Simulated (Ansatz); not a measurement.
Start from this file.

```
Al N
1.0
     6.17727    0.00000    0.00000
     0.00000    6.17727    0.00000
     0.00000    0.00000    4.36799
Al N
8 8
Direct
  0.78238 0.50000 0.75000
  0.25000 0.50000 0.75000
  0.00000 0.75000 0.25000
  0.00000 0.25000 0.25000
  0.28238 0.00000 0.75000
  0.75000 0.00000 0.75000
  0.50000 0.25000 0.25000
  0.50000 0.75000 0.25000
  0.00000 0.00000 0.00000
  0.00000 0.50000 0.00000
  0.75000 0.75000 0.50000
  0.25000 0.75000 0.50000
  0.50000 0.50000 0.00000
  0.50000 0.00000 0.00000
  0.25000 0.25000 0.50000
  0.75000 0.25000 0.50000
```

What structure is this?

The stoichiometry is AlN. Its lattice is base-centred monoclinic, its space group Cm (No. 8). One cell contains 8 Al, 8 N, 16 atoms in all. Around each Al lie four N in a distorted tetrahedral arrangement at 1.73 to 2.06 Å. N sits among four Al in a distorted tetrahedral arrangement at 1.73 to 2.06 Å. The bonds build a three-dimensional framework.

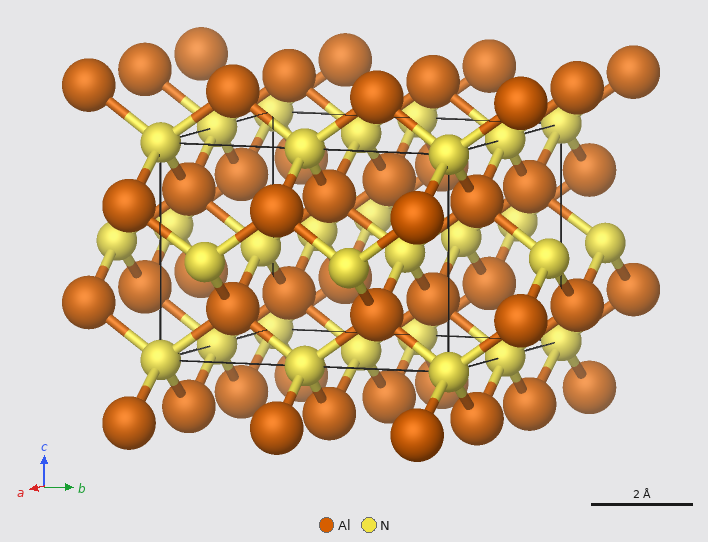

View slightly off an axis, drawn as a ball-and-stick model. Thin lines show the conventional unit cell, with boundary atoms drawn in all their periodic places. Every bond is drawn to its end, so some atoms lie outside the box. Colours: aluminium orange, nitrogen yellow.

The model was built from a structure listed in the Materials Project. The cell was then strained or its atoms displaced on purpose. It was run through Ansatz as a DFT input.

At this level of theory the run's own cell isn't at rest (compressed, at 6 GPa and forces up to 3.1 eV/Å), so its distances can differ from those at equilibrium, the more so the softer the solid.
